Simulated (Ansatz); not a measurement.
Al$_{15}$As$_{16}$ (cell charge −3, with a compensating background) (cell with a defect)

```yaml
crystal:
  lattice:
    - [5.72791, 5.72791, 5.72791]
    - [-5.72791, 5.72791, -5.72791]
    - [-5.72791, -5.72791, 5.72791]
  atoms:
    - { symbol: Al, position: [0.50000, 0.49650, 0.98731] }
    - { symbol: Al, position: [0.73731, 0.49650, 0.75000] }
    - { symbol: Al, position: [0.50000, 0.25000, 0.25000] }
    - { symbol: Al, position: [0.75350, 0.24081, 0.00350] }
    - { symbol: Al, position: [0.00000, 0.25000, 0.75000] }
    - { symbol: Al, position: [0.50000, 0.98731, 0.49650] }
    - { symbol: Al, position: [0.75350, 0.00350, 0.24081] }
    - { symbol: Al, position: [0.99081, 0.00350, 0.00350] }
    - { symbol: Al, position: [0.24650, 0.98731, 0.75000] }
    - { symbol: Al, position: [0.73731, 0.75000, 0.49650] }
    - { symbol: Al, position: [0.00000, 0.75000, 0.25000] }
    - { symbol: Al, position: [0.24650, 0.75000, 0.98731] }
    - { symbol: Al, position: [0.00919, 0.51269, 0.51269] }
    - { symbol: Al, position: [0.26269, 0.51269, 0.25919] }
    - { symbol: Al, position: [0.26269, 0.25919, 0.51269] }
    - { symbol: As, position: [0.72931, 0.97931, 0.97931] }
    - { symbol: As, position: [0.74862, 0.75000, 0.24768] }
    - { symbol: As, position: [0.99768, 0.75000, 0.99862] }
    - { symbol: As, position: [0.74906, 0.50138, 0.50138] }
    - { symbol: As, position: [0.00232, 0.50094, 0.25232] }
    - { symbol: As, position: [0.25138, 0.50138, 0.99906] }
    - { symbol: As, position: [0.74862, 0.24768, 0.75000] }
    - { symbol: As, position: [0.00232, 0.25232, 0.50094] }
    - { symbol: As, position: [0.25094, 0.25232, 0.25232] }
    - { symbol: As, position: [0.50000, 0.24768, 0.99862] }
    - { symbol: As, position: [0.99768, 0.99862, 0.75000] }
    - { symbol: As, position: [0.25138, 0.99906, 0.50138] }
    - { symbol: As, position: [0.50000, 0.99862, 0.24768] }
    - { symbol: As, position: [0.27069, 0.75000, 0.75000] }
    - { symbol: As, position: [0.50000, 0.75000, 0.52069] }
    - { symbol: As, position: [0.50000, 0.52069, 0.75000] }
```

The program warned that a starting moment wasn't kept; spin-polarised, but the moments vanished.

The calculation used DFT PBE, scalar-relativistic, plane waves, PAW (Ansatz).

In a PAW calculation such maps are meaningful between the atoms, not at the nuclei.

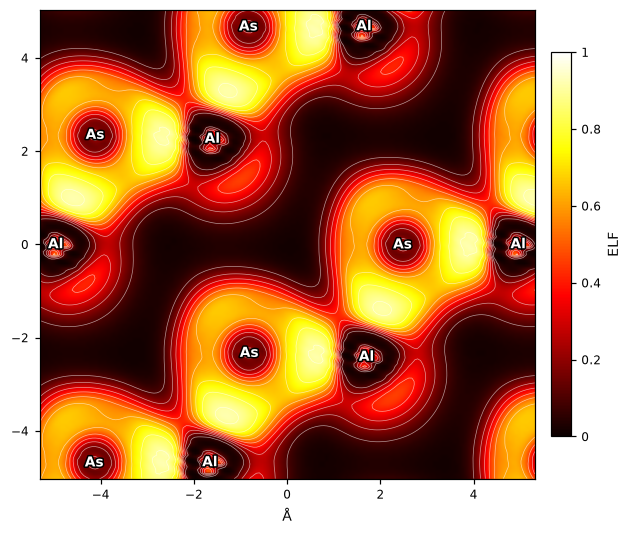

Figure 1. ELF on the (011̄) plane of the calculation cell.

**Read the bonding off the picture.**

The plane passes through Al and As nuclei.
Al–As (2.49 Å): the ELF peaks at about 0.90 between the atoms; a shared electron pair.

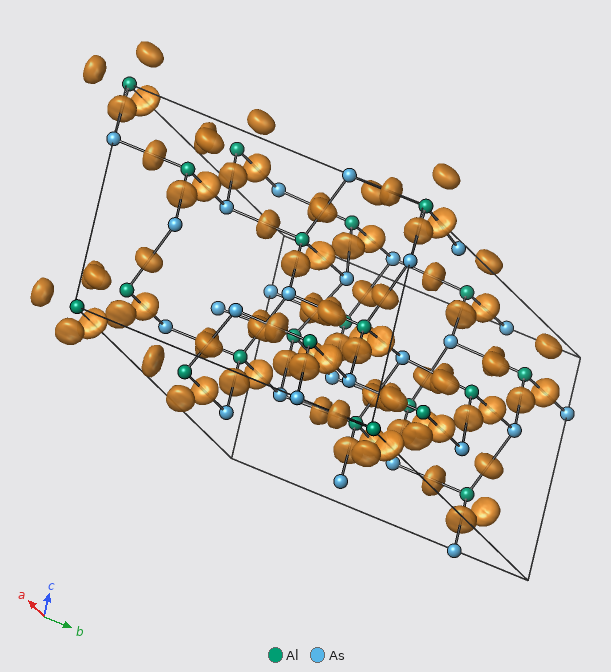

Figure 2. Isosurface of the ELF at 0.85 (orange), seen at an oblique angle. Core shells and regions of very low density are left out. Sticks mark near contacts.

**What do the ELF domains correspond to?**

At this value the surface marks out 60 regions between bonded Al–As atoms (shared pairs), counted in one cell of 31 atoms. Any copies at cell faces, edges or corners count once. Along the contacts the grid gives the following. Al–As (2.44 Å): the ELF peaks at about 0.90 between the atoms, as expected for localised, covalent bonding.

**Does the calculation give a band gap?**

It is gapped, with a Kohn–Sham gap of 1.6 eV on the k-point mesh, an upper bound to the gap of this method.
